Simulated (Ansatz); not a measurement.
# Run report: Ti, geometry relaxation (part 2 of 2)

Ti (P6₃/mmc, 8 atoms in the cell); DFT PBE, scalar-relativistic, plane waves, PAW, no spin polarisation (Ansatz 0.2.0); cutoff 420 eV, 9×9×7 k-mesh, Gaussian smearing of 0.1 eV. The structure derives from a Materials Project entry. It belongs to a series of runs on one base structure; here: film's bulk on the substrate's plane, third vector and atoms relaxed.

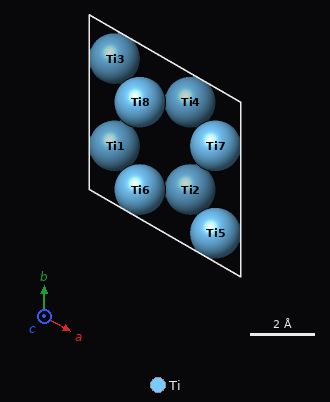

**Figure 1.** The geometry at step 3 of the log (spheres-only view of the cell of the calculation, along the c axis; atoms are numbered from 1 in the order of the input).

```
basis re-selected at this cell: Δ(F+E_penalty+E_count) = +3.319e-4 eV, ΔP = +0.005 GPa vs the last step (what re-selecting the basis moved, of the pressure what is left beyond the Pulay correction that the steps carried, after the strain that the cell walked since its last selection, with what the two solves' SCF thresholds leave and, on support functions, any second-order correction that the steps lacked; it is no measure of the basis error at this ecutwfc). This SCF's stress stands 7.08e-3 GPa from its target on what of the cell is left free (relax.cell.stress_tol is 1.00e-1 GPa) and its largest allowed force component is 2.10e-17 eV/Å (relax.f_tol is 1.00e-2 eV/Å): within both
SCF converged after 8 iterations
Free energy (F): -19996.666834 eV
Harris-Foulkes:  -19996.666834 eV  (|F-HF|=7.28e-12)
Internal energy: -19996.624692 eV  (E = F + TS)
E sigma→0 (E₀):  -19996.645763 eV
Entropy (-TS):   -0.042142 eV (-5.268 meV/atom)
Fermi energy:    14.464178 eV
--- Per-component energies (eV) ---
  E_band       = -1142.152276
  E_kinetic    = 2196.736521
  E_local      = -6223.315019  (includes V_loc(G=0)·N_el)
  E_nonlocal   = 67.471212
  E_hartree    = 2586.018014
  E_xc         = -784.719885
  E_vxc        = -982.285299  (∫ρ·V_xc dr)
  E_paw        = -8384.154548  (= ΣΔE_a)
  E_vpaw       = -1372.796695  (= ΣTr[D̂ρ^β])
  E_aug_tail   = 0.000977  (compensation charges beyond the density's cutoff)
  E_ewald      = -9454.661962
  E_smearing   = -0.042142  (= −TS)
  E_closure    = 0.000000  (closes the sum)
  Σ components = -19996.666834   (vs F -19996.666834, Δ=0.00e0)
--- Forces (eV/Å), atoms counted from 1 ---
  atom   1  Ti     0.00000000    -0.00000000    -0.00000000
  atom   2  Ti    -0.00000000    -0.00000000    -0.00000000
  atom   3  Ti    -0.00000000    -0.00000000    -0.00000000
  atom   4  Ti     0.00000000    -0.00000000    -0.00000000
  atom   5  Ti     0.00000000     0.00000000     0.00000000
  atom   6  Ti    -0.00000000     0.00000000     0.00000000
  atom   7  Ti    -0.00000000     0.00000000     0.00000000
  atom   8  Ti    -0.00000000     0.00000000     0.00000000
  max |Σ_I F_I| component: 1.45e-17 eV/Å
--- Stress (GPa, compression-positive) ---
       13.176035      -0.000000       0.000000
        0.000000      13.176035      -0.000000
        0.000000      -0.000000      -0.007075
  P = ⅓ Tr σ = 8.7817 GPa (87.817 kbar)
--- Band table (eV; the first three rows and the last of 48) ---
  k-point 0: bands = ["-42.1501", "-42.0356", "-41.9605", "-41.9605", "-41.9605", "-41.9239", "-41.9239", "-41.9239", "-18.7700", "-18.7700", "-18.7700", "-18.7304", "-18.6708", "-18.6708", "-18.6708", "-18.3659", "-18.3659", "-18.3659", "-18.1531", "-18.1531", "-18.1531", "-18.1434", "-18.1434", "-18.1434", "-18.0496", "-18.0238", "-18.0238", "-18.0238", "-17.9284", "-17.9284", "-17.8644", "-17.8644", "8.1893", "11.5665", "12.1384", "12.1384", "12.1384", "12.1505", "12.1505", "12.1505", "12.3439", "12.3439", "12.3439", "14.4113", "14.4438", "14.4438", "14.4438", "14.6502", "14.7143", "14.7143", "14.7143", "15.3687", "15.3687", "15.3687", "15.4551", "15.4551", "15.6481", "15.6481"]
  k-point 1: bands = ["-42.1445", "-42.0413", "-41.9587", "-41.9587", "-41.9587", "-41.9258", "-41.9258", "-41.9258", "-18.7771", "-18.7771", "-18.7771", "-18.6978", "-18.6857", "-18.6857", "-18.6857", "-18.3428", "-18.3428", "-18.3428", "-18.1530", "-18.1530", "-18.1530", "-18.1376", "-18.1376", "-18.1376", "-18.0845", "-18.0298", "-18.0298", "-18.0298", "-17.9252", "-17.9252", "-17.8676", "-17.8676", "8.3442", "11.4368", "11.8418", "11.8418", "11.8418", "12.1560", "12.1560", "12.1560", "12.7643", "12.7643", "12.7643", "13.8175", "13.8175", "13.8175", "14.2505", "14.5816", "15.3594", "15.3594", "15.3594", "15.4397", "15.4397", "15.4620", "15.4620", "15.4620", "15.7454", "15.7454"]
  k-point 2: bands = ["-42.1288", "-42.0573", "-41.9536", "-41.9536", "-41.9536", "-41.9308", "-41.9308", "-41.9308", "-18.7872", "-18.7872", "-18.7872", "-18.7214", "-18.7214", "-18.7214", "-18.6061", "-18.2884", "-18.2884", "-18.2884", "-18.1818", "-18.1595", "-18.1595", "-18.1595", "-18.1211", "-18.1211", "-18.1211", "-18.0465", "-18.0465", "-18.0465", "-17.9164", "-17.9164", "-17.8765", "-17.8765", "8.7907", "10.9950", "11.6589", "11.6589", "11.6589", "12.0954", "12.0954", "12.0954", "13.2077", "13.2077", "13.2077", "13.3635", "13.3635", "13.3635", "14.0197", "14.3996", "15.4238", "15.4238", "15.4574", "15.4574", "15.4574", "15.6546", "15.6546", "16.0284", "16.0284", "16.0284"]
  k-point 47: bands = ["-42.0079", "-42.0079", "-42.0079", "-41.9909", "-41.9909", "-41.9909", "-41.9232", "-41.9232", "-18.5610", "-18.5610", "-18.5000", "-18.5000", "-18.5000", "-18.4891", "-18.4613", "-18.4613", "-18.4613", "-18.4503", "-18.2435", "-18.2435", "-18.2435", "-18.1883", "-18.1883", "-18.1883", "-18.1510", "-18.1510", "-18.0529", "-18.0529", "-18.0529", "-18.0440", "-18.0440", "-18.0440", "11.3396", "11.3396", "11.3396", "11.8532", "11.8532", "11.8532", "13.2436", "13.3707", "13.4377", "13.4377", "13.8041", "13.8041", "13.8041", "14.0588", "14.0588", "14.0588", "14.3652", "14.3652", "14.4538", "14.4538", "14.4538", "14.6288", "14.6288", "14.6288", "15.9410", "16.2778"]
--- Relaxed structure (4 steps of the walk, 4 accepted, 1 SCFs on fresh bases) ---
  F+E_penalty+E_count = -19996.66683395 eV   max|allowed force component| = 2.103e-17 eV/Å   (the final SCF, on the basis selected at the relaxed cell)
  cell:  # Å, volume = 129.6642 Å³
    - [5.516700917802466, -8.709895046866561e-99, 6.994993474910755e-34]
    - [-2.758350458901233, 4.777603139897864, -2.331079945492942e-34]
    - [6.361655009478909e-34, 1.2249149397133301e-34, 4.919607407046413]
  atoms:
    - { symbol: Ti, position: [0.16666666666666663, 0.3333333333333333, 0.24999999999999997] }
    - { symbol: Ti, position: [0.6666666666666665, 0.3333333333333333, 0.24999999999999997] }
    - { symbol: Ti, position: [0.16666666666666663, 0.8333333333333333, 0.24999999999999997] }
    - { symbol: Ti, position: [0.6666666666666665, 0.8333333333333333, 0.24999999999999997] }
    - { symbol: Ti, position: [0.8333333333333333, 0.16666666666666663, 0.7499999999999999] }
    - { symbol: Ti, position: [0.3333333333333333, 0.16666666666666663, 0.7499999999999999] }
    - { symbol: Ti, position: [0.8333333333333333, 0.6666666666666665, 0.7499999999999999] }
    - { symbol: Ti, position: [0.3333333333333333, 0.6666666666666665, 0.7499999999999999] }
```

Trajectory as extended XYZ (Å, eV, eV/Å), 5 frames, from step=1 to step=5:
```
8
Lattice="5.5167 0.0000 0.0000 -2.7584 4.7776 0.0000 0.0000 0.0000 5.0172" Properties=species:S:1:pos:R:3:forces:R:3 step=1 energy=-19996.63799 pressure_GPa=6.07
Ti    0.0000    1.5925    1.2543    0.0000   0.0000   0.0000
Ti    2.7584    1.5925    1.2543    0.0000   0.0000   0.0000
Ti   -1.3792    3.9813    1.2543    0.0000   0.0000   0.0000
Ti    1.3792    3.9813    1.2543    0.0000   0.0000   0.0000
Ti    4.1375    0.7963    3.7629    0.0000   0.0000   0.0000
Ti    1.3792    0.7963    3.7629    0.0000   0.0000   0.0000
Ti    2.7584    3.1851    3.7629    0.0000   0.0000   0.0000
Ti    0.0000    3.1851    3.7629    0.0000   0.0000   0.0000
8
Lattice="5.5167 0.0000 0.0000 -2.7584 4.7776 0.0000 0.0000 0.0000 4.8318" Properties=species:S:1:pos:R:3:forces:R:3 step=2 energy=-19996.64207 pressure_GPa=11.41
Ti    0.0000    1.5925    1.2080    0.0000   0.0000   0.0000
Ti    2.7584    1.5925    1.2080    0.0000   0.0000   0.0000
Ti   -1.3792    3.9813    1.2080    0.0000   0.0000   0.0000
Ti    1.3792    3.9813    1.2080    0.0000   0.0000   0.0000
Ti    4.1375    0.7963    3.6239    0.0000   0.0000   0.0000
Ti    1.3792    0.7963    3.6239    0.0000   0.0000   0.0000
Ti    2.7584    3.1851    3.6239    0.0000   0.0000   0.0000
Ti    0.0000    3.1851    3.6239    0.0000   0.0000   0.0000
8
Lattice="5.5167 0.0000 0.0000 -2.7584 4.7776 0.0000 0.0000 0.0000 4.9261" Properties=species:S:1:pos:R:3:forces:R:3 step=3 energy=-19996.66700 pressure_GPa=8.59
Ti    0.0000    1.5925    1.2315    0.0000   0.0000   0.0000
Ti    2.7584    1.5925    1.2315    0.0000   0.0000   0.0000
Ti   -1.3792    3.9813    1.2315    0.0000   0.0000   0.0000
Ti    1.3792    3.9813    1.2315    0.0000   0.0000   0.0000
Ti    4.1375    0.7963    3.6945    0.0000   0.0000   0.0000
Ti    1.3792    0.7963    3.6945    0.0000   0.0000   0.0000
Ti    2.7584    3.1851    3.6945    0.0000   0.0000   0.0000
Ti    0.0000    3.1851    3.6945    0.0000   0.0000   0.0000
8
Lattice="5.5167 0.0000 0.0000 -2.7584 4.7776 0.0000 0.0000 0.0000 4.9196" Properties=species:S:1:pos:R:3:forces:R:3 step=4 energy=-19996.66717 pressure_GPa=8.78
Ti    0.0000    1.5925    1.2299    0.0000   0.0000   0.0000
Ti    2.7584    1.5925    1.2299    0.0000   0.0000   0.0000
Ti   -1.3792    3.9813    1.2299    0.0000   0.0000   0.0000
Ti    1.3792    3.9813    1.2299    0.0000   0.0000   0.0000
Ti    4.1375    0.7963    3.6897    0.0000   0.0000   0.0000
Ti    1.3792    0.7963    3.6897    0.0000   0.0000   0.0000
Ti    2.7584    3.1851    3.6897    0.0000   0.0000   0.0000
Ti    0.0000    3.1851    3.6897    0.0000   0.0000   0.0000
8
Lattice="5.5167 0.0000 0.0000 -2.7584 4.7776 0.0000 0.0000 0.0000 4.9196" Properties=species:S:1:pos:R:3:forces:R:3 step=5 energy=-19996.66683 pressure_GPa=8.78
Ti    0.0000    1.5925    1.2299    0.0000   0.0000   0.0000
Ti    2.7584    1.5925    1.2299    0.0000   0.0000   0.0000
Ti   -1.3792    3.9813    1.2299    0.0000   0.0000   0.0000
Ti    1.3792    3.9813    1.2299    0.0000   0.0000   0.0000
Ti    4.1375    0.7963    3.6897    0.0000   0.0000   0.0000
Ti    1.3792    0.7963    3.6897    0.0000   0.0000   0.0000
Ti    2.7584    3.1851    3.6897    0.0000   0.0000   0.0000
Ti    0.0000    3.1851    3.6897    0.0000   0.0000   0.0000
```

This output came from the following input.

Input file:
```yaml
crystal:
  lattice:
    - [5.5167009178, 0.0, 0.0]
    - [-2.7583504589, 4.7776031399, 0.0]
    - [0.0, 0.0, 5.017209545]
  atoms:
    - { symbol: Ti, position: [0.1666666667, 0.3333333333, 0.25] }
    - { symbol: Ti, position: [0.6666666667, 0.3333333333, 0.25] }
    - { symbol: Ti, position: [0.1666666667, 0.8333333333, 0.25] }
    - { symbol: Ti, position: [0.6666666667, 0.8333333333, 0.25] }
    - { symbol: Ti, position: [0.8333333333, 0.1666666667, 0.75] }
    - { symbol: Ti, position: [0.3333333333, 0.1666666667, 0.75] }
    - { symbol: Ti, position: [0.8333333333, 0.6666666667, 0.75] }
    - { symbol: Ti, position: [0.3333333333, 0.6666666667, 0.75] }
basis:
  ecutwfc: 420
kpoints:
  mp_grid: { grid: [9, 9, 7] }
hamiltonian:
  xc: pbe
scf:
  occupations: { method: gaussian, width: 0.1 }
output:
  forces: true
  stress: true
  eigenvalues: true
relax:
  adjacent_minimum: "off"
  f_tol: 0.01
  max_steps: 50
  cell: { fix: [a, b, gamma], stress_tol: 0.1 }
```

Run as:
```bash
ansatz run input.yaml --threads 8 --pin off --max-ram 28672MiB --backend cpu --events-out ev --progress --plain --runs-dir out
```

Summary:

- outcome: converged
- space group (tolerance 0.01 Å): P6₃/mmc (194)
- electrons treated: 96
- free energy: −19996.6668 eV
- Fermi energy: 14.464 eV
- gap on the k-point mesh: none (metallic)
- pressure: 8.78 GPa
- final volume: 129.66 Å³
- largest force (length of the vector) at the end: under 0.001 eV/Å
- final cell: a = 5.517 Å, b = 5.517 Å, c = 4.920 Å, α = 90.00°, β = 90.00°, γ = 120.00°
- hardware: 8 threads of Intel Xeon @ 2.50GHz (Skylake/Cascade Lake), 128 GiB of memory available, shared host
- wall time: 22 s (CPU time 2.6 min)
- peak memory: 0.94 GiB
